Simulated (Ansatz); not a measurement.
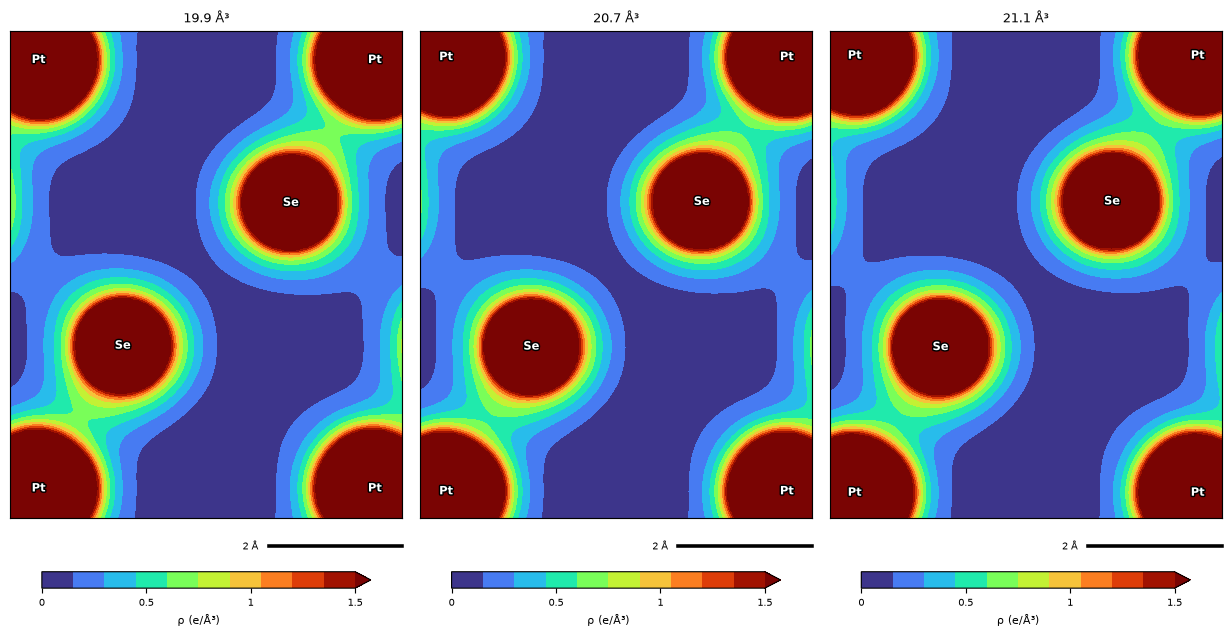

PtSe$_{2}$. The valence pseudo-density of cells scaled evenly to different volumes (given per atom above each panel), on the (110) plane of each (indices in the axes of the cell below), at one length scale and on one colour scale.

Computed with Kohn-Sham DFT of a periodic cell, revPBE with D3(BJ), Ansatz PAW (Ansatz 0.2.0).

Core electrons are frozen (PAW), and the valence fields are smoothed inside the atomic spheres.

The largest cell:

```xyz
3
Lattice="3.7970 0.0000 0.0000 -1.8985 3.2883 0.0000 0.0000 0.0000 5.1613" Properties=species:S:1:pos:R:3 pbc="T T T"
Pt    0.0000    0.0000    0.0000
Se    1.8985    1.0961    3.8710
Se    0.0000    2.1922    1.2903
```

| volume (Å³/atom) | Pt–Se contact in the plane (Å) | ρ at its midpoint (e/Å³) | pressure (GPa) | 
| --- | --- | --- | --- |
| 19.86 | 2.478 | 0.617 | 4.5 | 
| 20.27 | 2.495 | ? | ? | 
| 20.67 | 2.511 | 0.581 | −0.8 | 
| 21.08 | 2.528 | 0.564 | −3.1 | 
| 21.48 | 2.544 | 0.548 | −5.1 | 

### Estimate the missing row, and compare with the calculation.

Over the known rows ln ρ falls by 1.80 per Å of Pt–Se distance (a least-squares line), which gives 0.598 e/Å³ at 2.495 Å; the calculation gives 0.598 e/Å³. For the pressure, a straight line in volume between the neighbouring rows gives 1.8 GPa; the calculation gives 1.7.
